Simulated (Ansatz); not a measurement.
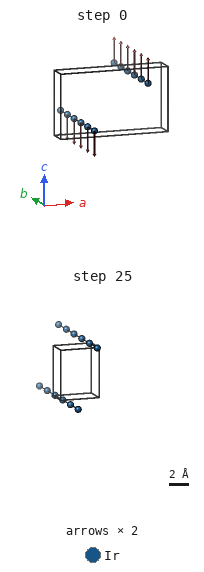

The structure of a crystal of Ir (set up in Pmma) before (top) and after (bottom) a relaxation, at one scale. The red arrows give the displacements (the part carried along by the change of the cell is left out), 2 times their true length.

The picture is a ball-and-stick view of the cell of the calculation, repeated 1 × 3 × 1 with one cell outlined, seen slightly off an axis.

Case: no spin polarisation.

Computed with Ansatz 0.2.0, DFT PBE, scalar-relativistic, plane waves, PAW.

Input file:
```yaml
crystal:
  lattice:
    - [12.23845525, 0.0, 0.0]
    - [0.0, 2.23343126, 0.0]
    - [0.0, 0.0, 7.1930008]
  atoms:
    - { symbol: Ir, position: [0.25, 0.0, 0.1639884] }
    - { symbol: Ir, position: [0.75, 0.0, 0.8360116] }
basis:
  ecutwfc: 420
kpoints:
  mp_grid: { grid: [4, 18, 6] }
hamiltonian:
  xc: pbe
scf:
  occupations: { method: gaussian, width: 0.1 }
  lower_state_search: "off"
output:
  forces: true
  stress: true
  eigenvalues: true
relax:
  adjacent_minimum: "off"
  f_tol: 0.01
  max_steps: 60
  cell: { stress_tol: 0.05 }
```

Command:
```bash
ansatz run input.yaml --threads 1 --pin off --max-ram 2560MiB --backend cpu --events-out ev --progress --plain --runs-dir out
```

### Describe what moved and what it gained.

The run was cut off at its time limit before the relaxation converged, so the last structure is only a point on the way. The largest moves relative to the cell, 1.45 Å, are those of Ir1 and Ir2. Ir1 goes along −c. Cell: a 12.238 → 4.355 Å (−64.4 %), b 2.233 → 2.551 Å (+14.2 %), c 7.193 → 5.533 Å (−23.1 %). Volume −68.7 %. Among the contacts that change: Ir1–Ir2 6.558 → 2.435 Å, Ir1–Ir1 2.233 → 2.551 Å. New bonds form: Ir1–Ir2 (6.56 → 2.43 Å). The space group stays Pmma (No. 51). After 25 geometry steps the energy has fallen by 4.426 eV per cell of the calculation. The largest force component goes from 0.001 to 0.38 eV/Å. The pressure goes from 1.42 to −6.15 GPa.
